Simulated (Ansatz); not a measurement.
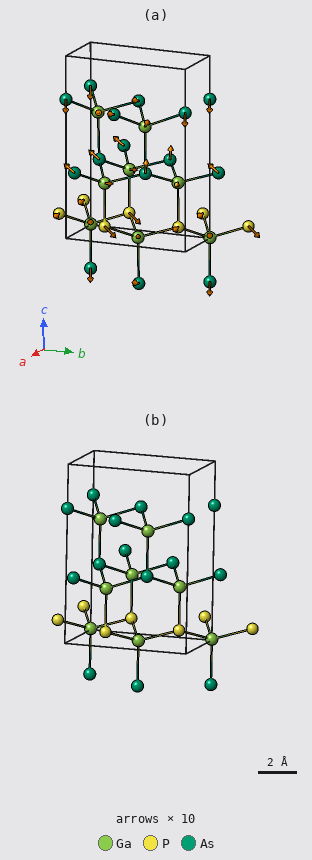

The structure of a crystal of Ga$_{3}$As$_{2}$P (a generated structure, set up in P1) (coarse preliminary run) before (top) and after (bottom) a relaxation, at one scale. The orange arrows give the displacements (the part carried along by the change of the cell is left out), magnified 10 times.

Style: ball-and-stick. Shown: the cell of the calculation, slightly off an axis.

Computed with Ansatz, DFT PBE, scalar-relativistic, plane waves, PAW.

Input file:
```yaml
crystal:
  lattice:
    - [1.950739214, -3.5130293636, -0.0037619452]
    - [-5.8678059346, -3.5220292686, 0.1288968982]
    - [0.1625576042, 0.0832067634, -9.9585728498]
  atoms:
    - { symbol: Ga, position: [0.0133473028, 0.0031320175, 0.0051952617] }
    - { symbol: Ga, position: [0.4932393479, 0.4986225433, 0.0053752472] }
    - { symbol: Ga, position: [0.4890884172, 0.8330658282, 0.3289350039] }
    - { symbol: Ga, position: [0.0043703736, 0.3258872488, 0.3268414385] }
    - { symbol: Ga, position: [0.9892952292, 0.6614407067, 0.6614261917] }
    - { symbol: Ga, position: [0.5140061358, 0.1688688462, 0.6685389593] }
    - { symbol: P, position: [0.4847969038, 0.8349775553, 0.0848324826] }
    - { symbol: P, position: [0.0122361275, 0.3260687707, 0.0904623795] }
    - { symbol: As, position: [0.9958159406, 0.6648240518, 0.4045943587] }
    - { symbol: As, position: [0.5096519444, 0.1777392636, 0.4098771769] }
    - { symbol: As, position: [0.0096964772, 0.0020760204, 0.762144608] }
    - { symbol: As, position: [0.4844558002, 0.5032971475, 0.751776892] }
basis:
  ecutwfc: 420
kpoints:
  mp_grid: { grid: [4, 2, 2] }
hamiltonian:
  xc: pbe
scf:
  occupations: { method: gaussian, width: 0.1 }
  lower_state_search: "off"
output:
  forces: true
  stress: true
  eigenvalues: true
relax:
  adjacent_minimum: "off"
  f_tol: 0.025
  max_steps: 60
  cell: { stress_tol: 0.25 }
```

Command:
```bash
ansatz run input.yaml --threads 4 --pin off --max-ram 8192MiB --backend cpu --events-out ev --progress --plain --runs-dir out
```

Describe what moved and what it gained.

Answer. The largest move relative to the cell is that of P8, 0.100 Å along [−2 1 −1]. Largest moves by element: P 0.100 Å, As 0.097 Å, Ga 0.073 Å. The drawn cell changes as follows: a 4.018 → 4.026 Å (+0.2 %), b 6.845 → 6.905 Å (+0.9 %), c 9.960 → 9.791 Å (−1.7 %), α 92.1° → 89.7°, γ 88.1° → 90.0°; the volume changes by −0.5 %. Among the contacts that change: Ga1–P7 2.587 → 2.436 Å, Ga6–As10 2.579 → 2.476 Å, Ga1–P7 (another image) 2.338 → 2.435 Å, Ga2–P8 2.525 → 2.437 Å. Among the angles between lasting bonds that change: As11–Ga5–As12 102.7° → 108.3°, As9–Ga3–As10 114.0° → 108.6°, Ga3–As10–Ga6 105.6° → 110.7°. The space group stays P1 (No. 1). After 3 accepted moves (4 points after the start) the energy has fallen by 35.5 meV per atom. Largest force component: 1 eV/Å at the start, 0.018 eV/Å at the end. Pressure: 0.18 GPa at the start and 0.03 GPa at the end. At 1 point the geometry stayed and the basis and grid were re-selected for the new cell (energy shift of less than 0.05 meV per atom at most each time).
